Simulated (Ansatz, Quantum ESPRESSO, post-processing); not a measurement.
# Co chain with one atom pushed 0.5 Å aside at constant bond length: ballistic transmission, part 4 of 4

Wanted: the transmission near the Fermi level and the conductance of this junction: Co chain with one atom pushed 0.5 Å aside at constant bond length.

Quantum ESPRESSO 7.5; plane-wave DFT, LDA, GBRV ultrasoft pseudopotentials; cross-check by Ansatz 0.2.0 with PAW datasets.

So far. Step 2 (Self-consistent run): The run needed 40 iterations to bring the estimated error under 1e-07 Ry; the largest force on any atom, held or free, is 0.19 eV/Å. The cell keeps a moment of 23.8 μB. Step 3 (Transmission with pwcond.x, spin up): At no point does T exceed the number of channels.

### Step 7. The same in Ansatz

As a check, the same structure is run in Ansatz.

Level of this step: plane-wave DFT, LDA, Ansatz PAW (Ansatz 0.2.0).

input.yaml reads:

```yaml
crystal:
  lattice:
    - [7.5, 0.0, 0.0]
    - [0.0, 7.5, 0.0]
    - [0.0, 0.0, 23.5321047333]
  atoms:
    - { symbol: Co, position: [0.5, 0.5, 0.0], spin: 2.0 }
    - { symbol: Co, position: [0.5, 0.5, 0.0913645432], spin: 2.0 }
    - { symbol: Co, position: [0.5, 0.5, 0.1827290864], spin: 2.0 }
    - { symbol: Co, position: [0.5, 0.5, 0.2740936297], spin: 2.0 }
    - { symbol: Co, position: [0.5, 0.5, 0.3654581729], spin: 2.0 }
    - { symbol: Co, position: [0.566666667, 0.5, 0.4543177284], spin: 2.0 }
    - { symbol: Co, position: [0.5, 0.5, 0.5431772839], spin: 2.0 }
    - { symbol: Co, position: [0.5, 0.5, 0.6345418271], spin: 2.0 }
    - { symbol: Co, position: [0.5, 0.5, 0.7259063703], spin: 2.0 }
    - { symbol: Co, position: [0.5, 0.5, 0.8172709136], spin: 2.0 }
    - { symbol: Co, position: [0.5, 0.5, 0.9086354568], spin: 2.0 }
magnetization:
  spin_polarized: true
kpoints:
  mp_grid: { grid: [1, 1, 4] }
hamiltonian:
  xc: lda
scf:
  occupations: { method: fermi_dirac, width: 0.1 }
  convergence: { dr2_threshold: 1.0e-08 }
output:
  transmission:
    leads: [[0, 1]]
    e_range: [-2.0, 2.0]
    de: 0.05
    kmesh: [1, 1]
    reduced_basis: true
  write_potential: true
  write_density: true
  volumetric_format: npy
```

Started as:

```
$ ansatz run input.yaml --threads 4 --pin off --max-ram 8192MiB --backend cpu --events-out ev --progress --plain --runs-dir out
```

Numbers of over 12 decimals in the logs are rounded to 6 here.

The program printed:

```text
Engine: ansatz 0.2.0, x86_64-unknown-linux-gnu
Pseudopotentials: kind: paw
Pseudopotential: Co, paw, valence charge 17, recommended cutoff 420 eV (normal), Co.paw.azcp
Functional definition: SPW92
  exchange = slater_x
  correlation = pw_c
Crystal: 11 atoms, lattice volume = 1323.681 Å³
Basis set: ecut = 420 eV, 25887 PW (Γ)
Bands: 126, of which v1, the nominal top of the filled ones, is band 94 counted from 1 (93 counted from 0)
Symmetry: 4 space group operations
Space group: Pmm2 (ITA 25), of the structure as read, at distance tolerance 1.1e-4 Å
Magnetic group: BNS 25.57 (UNI 155), of the structure as read, at distance tolerance 1.1e-4 Å
k-points: 3 of 4
Non-local potential: Co, projectors of the file, l = 0: 3, l = 1: 2, l = 2: 3, l = 3: 1
PAW form: soft (Blöchl's): semilocal exchange-correlation on the pseudo side does not see the compensation charge
PAW frozen core: Co, regenerated for the run's functional, and the local potential with it (the file was generated under x = pbe(κ = 0.804, μ = 0.219515), c = pbe(β = 0.066725))
PAW one-centre angular grid: Co, 590 points (default); XC on 64 Gauss nodes
Initial density: superposition of atomic densities (neutral atoms: chi_scale 0, normalization atom)
Starting moments: Σ|m| = 22 μB on 11 of 11 sites
Initial wavefunctions: pseudopotential atomic-orbital guess
Functional: x = slater, c = lda
SCF iter   1: F=—  HF=-55636.120340 eV  |F-HF|=—  |Δ(HF+E_count)|=         —  Δρ=3.21e-2 (↑3.21e-2 ↓1.27e-2)  dr2=1.39e1  dr2_m=4.84e0  M=25.644 μB ∫|m|=25.722 μB  β_m=0.30  ethr=3.10e-3  ⟨swp⟩=10.3  Hψ=3148  notcnv=0  defer=16
Mixer restart at iter 1: flushing history
preconditioner: auto → LDOS  [metal: Δε(μ)=0.002 eV  Ē_g=4.165 eV  σ=0.100 eV  W_gap=0.01  n_scr=178 (ndim 8)  ℏωp=10.2 eV  f_vac=0.694  D(μ)=32.62/eV (n_scr^D=218)]
spin=Collinear: LDOS preconditioning applied to the charge; magnetization (m = ρ↑ − ρ↓) channel mixes plain (no charge-response kernel on spin).
SCF iter   2: F=—  HF=-55641.269703 eV  |F-HF|=—  |Δ(HF+E_count)|=    5.15e0  Δρ=1.73e-2 (↑1.73e-2 ↓1.13e-2)  dr2=4.18e0  dr2_m=2.14e0  M=25.506 μB ∫|m|=25.612 μB  β_m=0.52  ethr=3.10e-3  ⟨swp⟩=3.0  Hψ=1368  notcnv=0  defer=47
SCF iter   3: F=—  HF=-55647.340373 eV  |F-HF|=—  |Δ(HF+E_count)|=    6.07e0  Δρ=2.38e-3 (↑2.38e-3 ↓1.91e-3)  dr2=1.87e-1  dr2_m=8.59e-3  M=24.581 μB ∫|m|=24.776 μB  β_m=0.52  ethr=2.24e-3  ⟨swp⟩=3.0  Hψ=1284  notcnv=0  defer=47
SCF iter   4: F=—  HF=-55648.123287 eV  |F-HF|=—  |Δ(HF+E_count)|=   7.83e-1  Δρ=1.81e-3 (↑1.81e-3 ↓1.03e-3)  dr2=2.21e-2  dr2_m=1.10e-2  M=24.426 μB ∫|m|=24.643 μB  β_m=0.60  ethr=1.00e-4  ⟨swp⟩=3.2  Hψ=1498  notcnv=0  defer=51
SCF iter   5: F=—  HF=-55648.298435 eV  |F-HF|=—  |Δ(HF+E_count)|=   1.75e-1  Δρ=1.07e-3 (↑1.07e-3 ↓5.61e-4)  dr2=3.66e-3  dr2_m=6.43e-3  M=24.232 μB ∫|m|=24.448 μB  β_m=0.71  ethr=1.18e-5  ⟨swp⟩=2.0  Hψ=1047  notcnv=0  defer=51
SCF iter   6: F=—  HF=-55648.332722 eV  |F-HF|=—  |Δ(HF+E_count)|=   3.43e-2  Δρ=3.69e-4 (↑2.66e-4 ↓3.69e-4)  dr2=1.89e-3  dr2_m=5.29e-4  M=24.081 μB ∫|m|=24.296 μB  β_m=0.67  ethr=1.96e-6  ⟨swp⟩=2.5  Hψ=1470  notcnv=0  defer=51
SCF iter   7: F=—  HF=-55648.332963 eV  |F-HF|=—  |Δ(HF+E_count)|=   2.41e-4  Δρ=1.36e-4 (↑1.11e-4 ↓1.36e-4)  dr2=3.67e-4  dr2_m=2.21e-5  M=24.045 μB ∫|m|=24.259 μB  β_m=0.57  ethr=1.01e-6  ⟨swp⟩=2.2  Hψ=1223  notcnv=0  defer=51
SCF iter   8: F=—  HF=-55648.333015 eV  |F-HF|=—  |Δ(HF+E_count)|=   5.18e-5  Δρ=4.46e-5 (↑4.46e-5 ↓3.16e-5)  dr2=3.78e-5  dr2_m=4.68e-6  M=24.054 μB ∫|m|=24.268 μB  β_m=0.51  ethr=1.96e-7  ⟨swp⟩=2.0  Hψ=1024  notcnv=0  defer=51
SCF iter   9: F=—  HF=-55648.333044 eV  |F-HF|=—  |Δ(HF+E_count)|=   2.92e-5  Δρ=1.26e-5 (↑1.05e-5 ↓1.26e-5)  dr2=3.96e-6  dr2_m=5.58e-7  M=24.059 μB ∫|m|=24.274 μB  β_m=0.58  ethr=2.02e-8  ⟨swp⟩=1.0  Hψ=756  notcnv=0  defer=51
SCF iter  10: F=—  HF=-55648.333045 eV  |F-HF|=—  |Δ(HF+E_count)|=   1.12e-6  Δρ=3.26e-6 (↑3.25e-6 ↓3.26e-6)  dr2=2.32e-7  dr2_m=3.11e-8  M=24.061 μB ∫|m|=24.276 μB  β_m=0.60  ethr=2.12e-9  ⟨swp⟩=2.0  Hψ=977  notcnv=0  defer=51
SCF iter  11: F=—  HF=-55648.333045 eV  |F-HF|=—  |Δ(HF+E_count)|=   1.27e-7  Δρ=1.51e-6 (↑1.51e-6 ↓1.07e-6)  dr2=3.31e-8  dr2_m=7.15e-9  M=24.061 μB ∫|m|=24.275 μB  β_m=0.57  ethr=1.24e-10  ⟨swp⟩=1.7  Hψ=826  notcnv=0  defer=51
SCF iter  12: F=—  HF=-55648.333046 eV  |F-HF|=—  |Δ(HF+E_count)|=   9.42e-9  Δρ=4.45e-7 (↑4.45e-7 ↓3.57e-7)  dr2=2.07e-9  dr2_m=1.37e-9  M=24.061 μB ∫|m|=24.275 μB  β_m=0.69  ethr=1.77e-11  ⟨swp⟩=2.0  Hψ=1058  notcnv=0  defer=51
SCF iter  13: F=—  HF=-55648.333046 eV  |F-HF|=—  |Δ(HF+E_count)|=   3.83e-9  Δρ=3.45e-7 (↑1.49e-7 ↓3.45e-7)  dr2=1.12e-9  dr2_m=4.93e-10  M=24.061 μB ∫|m|=24.275 μB  β_m=0.77  ethr=1.11e-12  ⟨swp⟩=2.5  Hψ=1416  notcnv=0  defer=51
SCF iter  14: F=-55648.333046 eV  HF=-55648.333046 eV  |F-HF|=1.63e-9  |Δ(HF+E_count)|=  1.16e-10  Δρ=3.32e-7 (↑1.40e-7 ↓3.32e-7)  dr2=1.67e-9  dr2_m=2.80e-10  M=24.061 μB ∫|m|=24.275 μB  ethr=1.00e-12  ⟨swp⟩=15.2  Hψ=2931  notcnv=0
SCF 1 converged in 14 iterations: F = -55648.333046 eV  dr2 = 1.67e-9
  greatest PAW one-centre occupation: 1.004 electrons in one spin orbital (limit 2), on the Co atom at site 9 (counted from 0), in its partial waves of l = 1
transmission: 60 of 360 steps passed
transmission: 90 of 360 steps passed
[...]
transmission: 360 of 360 steps passed
SCF converged after 14 iterations
Magnetization: 24.0609 μB (105.5304 up, 81.4696 down)
Absolute magnetization: 24.2752 μB (∫|ρ↑−ρ↓|, with the PAW one-centre terms)
Spin contamination: 0.1515 ħ² per cell (⟨S²⟩ above its minimum at these occupations)
Per-site moments (μB) at R_I (Å): [(2.014120, 0.886875), (2.013486, 0.886875), (2.013619, 0.886875), (2.010089, 0.886875), (2.003781, 0.886875), (1.987337, 0.886875), (2.003781, 0.886875), (2.010089, 0.886875), (2.013619, 0.886875), (2.013486, 0.886875), (2.014120, 0.886875)]
Free energy (F): -55648.333046 eV
Harris-Foulkes:  -55648.333046 eV  (|F-HF|=1.63e-9)
Internal energy: -55647.353051 eV  (E = F + TS)
E sigma→0 (E₀):  -55647.843048 eV
Entropy (-TS):   -0.979995 eV (-89.090 meV/atom)
Fermi energy:    -2.758283 eV
--- Per-component energies (eV) ---
  E_band       = -6555.315140
  E_kinetic    = 4967.769790
  E_local      = -79542.202470  (includes V_loc(G=0)·N_el)
  E_nonlocal   = 5164.480376
  E_hartree    = 35280.707657
  E_xc         = -1676.992498
  E_vxc        = -2176.510852  (∫ρ·V_xc dr)
  E_paw        = -16060.448695  (= ΣΔE_a)
  E_vpaw       = -5530.269125  (= ΣTr[D̂ρ^β])
  E_aug_tail   = 0.000338  (compensation charges beyond the density's cutoff)
  E_ewald      = -3785.268305
  E_core_change = 4.600757  (= ΣΔE_core)
  E_smearing   = -0.979995  (= −TS)
  E_closure    = 0.000000  (closes the sum)
  Σ components = -55648.333046   (vs F -55648.333046, Δ=0.00e0)
--- Band table (eV; the first three rows and the last of 6) ---
  k-point 0 ↑: bands = [... 90 lower, -4.3922, -4.3738, -4.2466, -4.2437, -4.0616, -4.0425, -3.7883, -3.7613, ... 28 higher]
  k-point 1 ↑: bands = [... 90 lower, -4.4110, -4.2724, -4.2498, -4.2163, -4.0508, -3.9341, -3.8925, -3.8728, ... 28 higher]
  k-point 2 ↑: bands = [... 90 lower, -4.4530, -4.4087, -4.1220, -4.0858, -4.0595, -4.0311, -3.8235, -3.8202, ... 28 higher]
  k-point 2 ↓: bands = [... 90 lower, -2.4443, -2.4363, -2.3864, -2.3786, -2.3115, -2.2414, -2.1921, -2.1583, ... 28 higher]
--- Transmission ---
  basis      : 497 plane waves across, 30 finite elements along
  points     : 1, standing for a mesh of 1 x 1
  energies   : 81 from -2.000000 to 2.000000 eV about the Fermi level, 0.050000 eV apart; the leads are filled to 0.000000 eV, and channels, transmission and decay are at 0.000000 eV
  crystal 0  : Co1, at the sites [0, 1], period 2.1500 Å, over 21.50 Å; its Hamiltonian steps by up to 1.3 meV
    offset         : up to 0.0000 Å between an atom of the period and one for which it stands
    channels       : 1.000000e0 up, 6.000000e0 down
    conductance    : none, the energies end too early or step too widely for 300 K: set another output.transmission.e_range or a lower de, or, where they end at an eighth of basis.ecutwfc, a higher one
  junction   : crystal 0 to crystal 0, -0.38 to 21.00 Å
    transmission   : 9.958114e-1 up, 5.832717e0 down
    error estimate : 1.403311e-5 up, 4.330683e-4 down from the reduction of the transverse basis, at the most 2.050334e-3 at -0.150000 eV
    conductance    : none, the energies end too early or step too widely for 300 K: set another output.transmission.e_range or a lower de, or, where they end at an eighth of basis.ecutwfc, a higher one
```

The job ended after 1.7 min (4 threads of AMD EPYC 7B13 (Zen 3), shared host; peak memory 3 GiB).

Numbers from this step:

| Item | Value |
| --- | --- |
| free energy | -55648.3330 eV |
| energy at zero smearing | -55647.8430 eV |
| smearing term TS | 0.9800 eV |
| Fermi energy | -2.758 eV |
| magnetization | 24.06 μB |
| absolute magnetization | 24.28 μB |
| symmetry operations | 4 |
| transmission at the Fermi level, spin down | 5.833 |
| step of the lead's Hamiltonian over a period | 1.3 meV |

Per spin. Table of transmission by energy, zero at the Fermi level:

| energy (eV) | up | down |
| --- | --- | --- |
| -2.0000 | 5.86 | 0.989 |
| -1.7500 | 5.32 | 0.998 |
| -1.5000 | 3.88 | 2.25 |
| -1.2500 | 3.91 | 2.59 |
| -1.0000 | 3.88 | 3.93 |
| -0.7500 | 3.49 | 3.98 |
| -0.5000 | 0.996 | 3.95 |
| -0.2500 | 0.996 | 5.82 |
| 0.0000 | 0.996 | 5.83 |
| 0.2500 | 0.995 | 5.25 |
| 0.5000 | 0.993 | 3.71 |
| 0.7500 | 0.992 | 3.79 |
| 1.0000 | 0.990 | 3.64 |
| 1.2500 | 0.988 | 2.13 |
| 1.5000 | 0.985 | 0.955 |
| 1.7500 | 0.976 | 0.971 |
| 2.0000 | 0.907 | 0.972 |

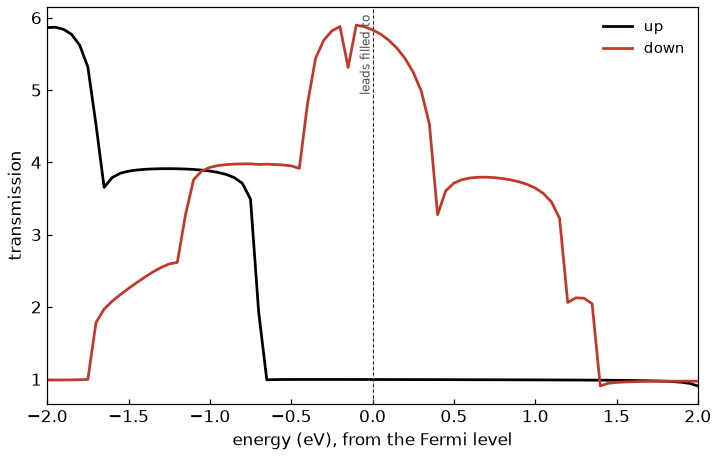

Transmission, plotted against energy.

Per spin. The open channels by energy, zero at the Fermi level:

| energy (eV) | up | down |
| --- | --- | --- |
| -2.0000 | 6 | 1 |
| -1.7500 | 6 | 1 |
| -1.5000 | 4 | 3 |
| -1.2500 | 4 | 3 |
| -1.0000 | 4 | 4 |
| -0.7500 | 4 | 4 |
| -0.5000 | 1 | 4 |
| -0.2500 | 1 | 6 |
| 0.0000 | 1 | 6 |
| 0.2500 | 1 | 6 |
| 0.5000 | 1 | 4 |
| 0.7500 | 1 | 4 |
| 1.0000 | 1 | 4 |
| 1.2500 | 1 | 3 |
| 1.5000 | 1 | 1 |
| 1.7500 | 1 | 1 |
| 2.0000 | 1 | 1 |

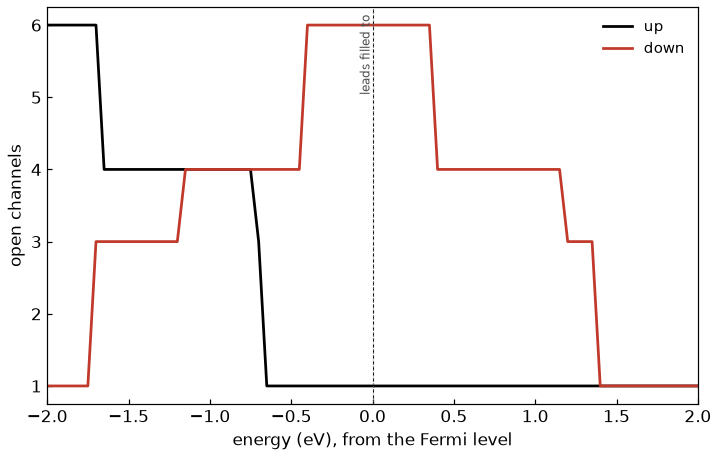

Open channels, plotted against energy.

### Step 8. All levels side by side

All levels:

| step | T at the Fermi level (sum over the spins) | conductance (G0) | r.m.s. T(E) from the first | CPU time of the step (s) | peak memory (GiB) |
| --- | --- | --- | --- | --- | --- |
| Ansatz | 6.829 | - | 0 | 371.4 | 3.009 |
| pwcond | 6.838 | 3.419 | 0.4482 | 958.2 | - |

Sum over both spins. Table of transmission by energy, zero at the Fermi level:

| energy (eV) | Ansatz | pwcond |
| --- | --- | --- |
| -2.00 | 6.85 | 6.86 |
| -1.70 | 6.31 | 5.50 |
| -1.40 | 6.31 | 6.29 |
| -1.10 | 7.66 | 7.72 |
| -1.00 | 7.81 | 7.75 |
| -0.80 | 7.69 | 5.84 |
| -0.50 | 4.95 | 4.95 |
| -0.20 | 6.87 | 6.84 |
| -0.10 | 6.89 | 6.89 |
| 0.00 | 6.83 | 6.84 |
| 0.20 | 6.43 | 6.51 |
| 0.50 | 4.70 | 4.66 |
| 0.70 | 4.79 | 4.79 |
| 0.80 | 4.77 | 4.78 |
| 1.10 | 4.44 | 4.47 |
| 1.40 | 1.89 | 2.97 |
| 1.70 | 1.95 | 1.94 |
| 2.00 | 1.88 | 1.83 |

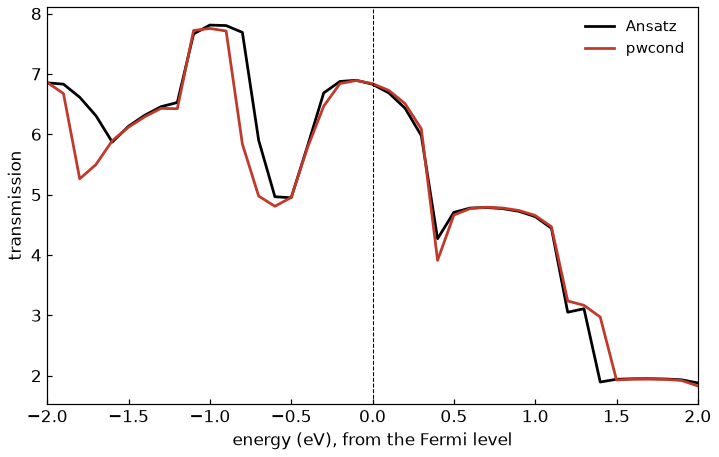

Transmission against energy.

### Step 9. By hand

G = 3.42 × 77.48 µS = 265 µS a cell, a resistance of 3.77 kΩ.

### Step 10. Summary of results

```json
{
 "conductance from T at the Fermi level, a cell (G₀ = 2e²/h)": "3.42 G₀",
 "spin polarisation of the transmission": "-0.71",
 "the same conductance by Ansatz": "3.41 G₀"
}
```

What this shows: The junction conducts 3.42 G₀ a cell at the Fermi level (LDA, GBRV ultrasoft). At the Fermi level the junction passes 98 % of what the leads offer, nearly all. At the Fermi level pwcond and Ansatz differ by 0.15 %, a close match. Away from the Fermi level the two curves part, by 0.45 in r.m.s. Over -2 to 2 eV, T lies between 0.86 and 5.9 for spin up and 0.94 and 5.9 for spin down. The geometry is as built, not relaxed, and the leads are short.

[Logs are printed without paths, hosts, clocks, repeated set-up lines and the standing remarks that a program may print on its own settings, such as how far it seeks lower states.]

[Hosts, paths, dates, database ids (printed as entryN), source tags and the programs' standing remarks are cut or masked in the printed files.]

[Maps of the electrostatic potential energy from Ansatz leave out the sawtooth potential of an applied field or a dipole correction, so their vacuum need not be flat; planar profiles and work functions include it.]
